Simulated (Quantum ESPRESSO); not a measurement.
# NaI (Fm-3m): phonon frequency against volume, with a fit

By how much does an optical zone-centre mode of NaI (Fm-3m) shift under hydrostatic pressure?

Main program and level: Quantum ESPRESSO 7.5; DFT LDA, scalar-relativistic, plane waves, PseudoDojo norm-conserving pseudopotentials.

## (1) The relaxed structure

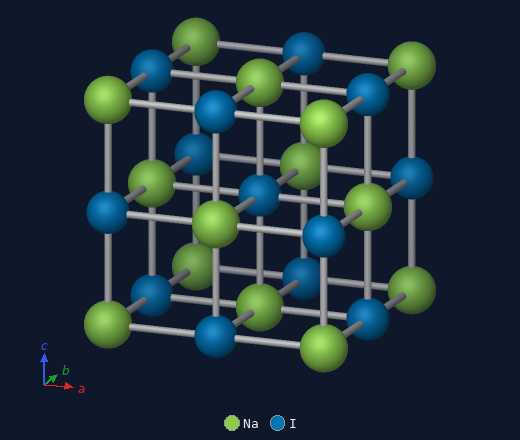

The cell as given, slightly off an axis (sodium green, iodine blue). This picture shows the conventional cell, with its axes. Some periodic images of atoms are drawn too.

This is the cell after its relaxation at this level of theory, not the database cell from which that began.

## (2) Runs at several volumes

The relaxed cell is scaled uniformly; in this structure symmetry fixes all atoms, so nothing has to be relaxed anew. Each volume gets a ground state and a response at Γ. The mode followed is the highest one without the macroscopic field, of symmetry T1u; longitudinal polar modes lie higher. Cutoff 97 Ry, k mesh 8×8×8.

From the response at V/V₀ = 0.97:

Log:

```text
[banners, grids, parts of the stress and lines that vanish by symmetry left out]
Program PHONON v.7.5
     Reading xml data from directory:

[...]
Exchange-correlation= PW
                           (   1   4   0   0   0   0   0)
[...]
kinetic-energy cut-off    =      97.0000  Ry
     charge density cut-off    =     388.0000  Ry
     convergence threshold     =      1.0E-18
[...]
Exchange-correlation= PW
                           (   1   4   0   0   0   0   0)
[...]
q = (   0.0000000   0.0000000   0.0000000 )
     49 Sym.Ops. (with q -> -q+G )
     G cutoff = 1348.9659  (  51733 G-vectors)     FFT grid: ( 54, 54, 54)
     number of k points=    29
[...]
Mode symmetry, O_h (m-3m)  point group:
[...]
Dielectric constant
[...]
End of electric fields calculation
          Dielectric constant in cartesian axis
          (       3.698432825       0.000000000       0.000000000 )
          (       0.000000000       3.698432825      -0.000000000 )
          (       0.000000000      -0.000000000       3.698432825 )
          Effective charges (d Force / dE) in cartesian axis without acoustic sum rule applied (asr)
           atom    1  Na    Mean Z*:        1.15323
      Ex  (        1.15323        0.00000       -0.00000 )
      Ey  (        0.00000        1.15323        0.00000 )
      Ez  (        0.00000        0.00000        1.15323 )
           atom    2  I     Mean Z*:       -1.15533
      Ex  (       -1.15533       -0.00000       -0.00000 )
      Ey  (       -0.00000       -1.15533        0.00000 )
      Ez  (       -0.00000       -0.00000       -1.15533 )
          Effective charges Sum: Mean:       -0.00210
[...]
Effective charges (d Force / dE) in cartesian axis with asr applied:
           atom    1  Na    Mean Z*:        1.15428
[...]
atom    2  I     Mean Z*:       -1.15428
[...]
Representation #   1 modes #   1   2   3
[...]
End of self-consistent calculation
     Convergence has been achieved
     Representation #   2 modes #   4   5   6
[...]
End of self-consistent calculation
     Convergence has been achieved
[...]
Dielectric constant in cartesian axis
          (       3.698432825       0.000000000       0.000000000 )
          (       0.000000000       3.698432825      -0.000000000 )
          (       0.000000000      -0.000000000       3.698432825 )
          Effective charges (d Force / dE) in cartesian axis without acoustic sum rule applied (asr)
           atom    1  Na    Mean Z*:        1.15323
      Ex  (        1.15323        0.00000       -0.00000 )
      Ey  (        0.00000        1.15323        0.00000 )
      Ez  (        0.00000        0.00000        1.15323 )
           atom    2  I     Mean Z*:       -1.15533
      Ex  (       -1.15533       -0.00000       -0.00000 )
      Ey  (       -0.00000       -1.15533        0.00000 )
      Ez  (       -0.00000       -0.00000       -1.15533 )
          Effective charges Sum: Mean:       -0.00210
[...]
Effective charges (d Force / dE) in cartesian axis with asr applied:
           atom    1  Na    Mean Z*:        1.15428
[...]
atom    2  I     Mean Z*:       -1.15428
[...]
q = (    0.000000000   0.000000000   0.000000000 )
[...]
freq (    1) =       0.061956 [THz] =       2.066638 [cm-1]
     freq (    2) =       0.061956 [THz] =       2.066638 [cm-1]
     freq (    3) =       0.061956 [THz] =       2.066638 [cm-1]
     freq (    4) =       4.215362 [THz] =     140.609352 [cm-1]
     freq (    5) =       4.215362 [THz] =     140.609352 [cm-1]
     freq (    6) =       4.215362 [THz] =     140.609352 [cm-1]
[...]
Mode symmetry, O_h (m-3m)  point group:
     freq (   1-   3) =          2.1  [cm-1]   --> T_1u G_15  G_4- I
     freq (   4-   6) =        140.6  [cm-1]   --> T_1u G_15  G_4- I

   JOB DONE.
```

One volume, V/V₀ = 1, is held back as a test.

```csv
V/V₀,volume (Å³/atom),pressure (GPa),ω (cm⁻¹)
0.97,29.786,0.67,140.61
1,30.707,-0.01,held back
1.03,31.628,-0.57,120.51
```

## (3) The fit

The mode Grüneisen parameter is γ = −d ln ω / d ln V.

```csv
ln(V/V₀),ln ω
-0.0305,4.9460
0.0296,4.7917
```

A straight line through these points has the slope -2.570, so γ = 2.57; at V/V₀ = 1 it predicts ω = exp(4.8677 + 0.0000) = 130.02 cm⁻¹.

A parabola of pressure against ln V through V/V₀ = 0.97, 1 and 1.03 gives the bulk modulus B = −dP/d ln V = 20.7 GPa at V₀. With ω₀ from the fitted line the pressure coefficient follows as dω/dP = γ ω₀ / B = 2.57 × 130.0 / 20.7 = 16.1 cm⁻¹/GPa.

## (4) The run that was held back

Log:

```text
[banners, grids, parts of the stress and lines that vanish by symmetry left out]
[banner, memory and clock lines left out]
Program PHONON v.7.5

[...]
Exchange-correlation= PW
                           (   1   4   0   0   0   0   0)
[...]
(   8 q-points):
[...]
kinetic-energy cut-off    =      97.0000  Ry
     charge density cut-off    =     388.0000  Ry
     convergence threshold     =      1.0E-18
[...]
Exchange-correlation= PW
                           (   1   4   0   0   0   0   0)
[...]
q = (   0.0000000   0.0000000   0.0000000 )
     49 Sym.Ops. (with q -> -q+G )
     G cutoff = 1376.6382  (  53497 G-vectors)     FFT grid: ( 54, 54, 54)
     number of k points=    29
[...]
Mode symmetry, O_h (m-3m)  point group:
[...]
Dielectric constant
[...]
End of electric fields calculation
          Dielectric constant in cartesian axis
          (       3.642111180      -0.000000000      -0.000000000 )
          (      -0.000000000       3.642111180       0.000000000 )
          (      -0.000000000       0.000000000       3.642111180 )
          Effective charges (d Force / dE) in cartesian axis without acoustic sum rule applied (asr)
           atom    1  Na    Mean Z*:        1.16740
      Ex  (        1.16740       -0.00000        0.00000 )
      Ey  (       -0.00000        1.16740        0.00000 )
      Ez  (       -0.00000        0.00000        1.16740 )
           atom    2  I     Mean Z*:       -1.16940
      Ex  (       -1.16940       -0.00000       -0.00000 )
      Ey  (        0.00000       -1.16940        0.00000 )
[...]
Convergence has been achieved
[...]
Convergence has been achieved
[...]
Convergence has been achieved
[...]
q = (    0.000000000  -1.000000000   0.000000000 )
[...]
freq (    5) =       4.042011 [THz] =     134.826974 [cm-1]
     freq (    6) =       4.234355 [THz] =     141.242885 [cm-1]
[...]
Mode symmetry, D_4h(4/mmm) point group:
     freq (   1-   2) =         36.9  [cm-1]   --> E_u  X_5' M_5'
     freq (   3-   3) =         56.6  [cm-1]   --> A_2u X_4' M_4'
     freq (   4-   5) =        134.8  [cm-1]   --> E_u  X_5' M_5'
     freq (   6-   6) =        141.2  [cm-1]   --> A_2u X_4' M_4'
[...]
Mode symmetry, D_2d (-42m) point group:
[...]
Representation #   1 mode #   1
[...]
Convergence has been achieved
     Representation #   2 mode #   2
[...]
Convergence has been achieved
     Representation #   3 modes #   3   4
[...]
End of self-consistent calculation
     Convergence has been achieved
     Representation #   4 modes #   5   6
[...]
End of self-consistent calculation
     Convergence has been achieved
[...]
q = (   -0.500000000  -1.000000000   0.000000000 )
[...]
freq (    1) =       1.510875 [THz] =      50.397358 [cm-1]
     freq (    2) =       1.510875 [THz] =      50.397358 [cm-1]
     freq (    3) =       1.999972 [THz] =      66.711900 [cm-1]
     freq (    4) =       4.105213 [THz] =     136.935180 [cm-1]
     freq (    5) =       4.151278 [THz] =     138.471739 [cm-1]
     freq (    6) =       4.151278 [THz] =     138.471739 [cm-1]
[...]
Mode symmetry, D_2d (-42m) point group:
     freq (   1-   2) =         50.4  [cm-1]   --> E    X_5  W_3
     freq (   3-   3) =         66.7  [cm-1]   --> A_1  X_1  W_1
     freq (   4-   4) =        136.9  [cm-1]   --> B_2  X_3  W_2
     freq (   5-   6) =        138.5  [cm-1]   --> E    X_5  W_3
```

It gives 130.33 cm⁻¹ against the predicted 130.02 cm⁻¹, a miss of 0.3 cm⁻¹.

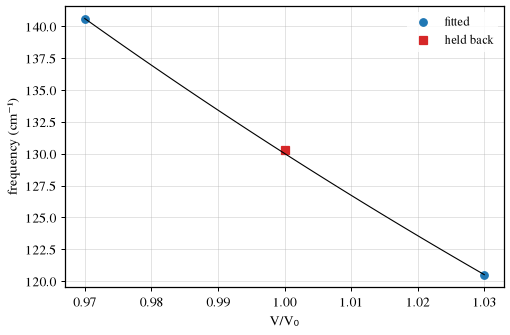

Frequency against volume, with the power-law fit.

## (5) Outcome

```
mode Grüneisen parameter : 2.570
bulk modulus             : 20.7 GPa
pressure coefficient     : 16.1 cm⁻¹/GPa
```

**Reading.** The highest optical mode of NaI (Fm-3m) without the LO-TO term stiffens by 16.1 cm⁻¹ a GPa near the relaxed volume, with γ = 2.57. The power law meets all 3 runs within 0.24 %; between neighbouring volumes γ runs from 2.49 to 2.65. Such a coefficient turns a measured shift of this mode into a hydrostatic stress; uniaxial or biaxial stress splits the mode and needs deformation potentials. These are harmonic values at zero temperature for the structure held cubic, which a run at Γ can't show to be stable; the bulk modulus rests on three points.

[Host names and launcher messages were left out of these logs when they were recorded.]

[Logs are printed without paths, hosts, clocks, repeated set-up lines and the standing remarks that a program may print on its own settings, such as how far it seeks lower states.]

[Hosts, paths, dates, database ids (printed as entryN), source tags and the programs' standing remarks are cut or masked in the printed files.]
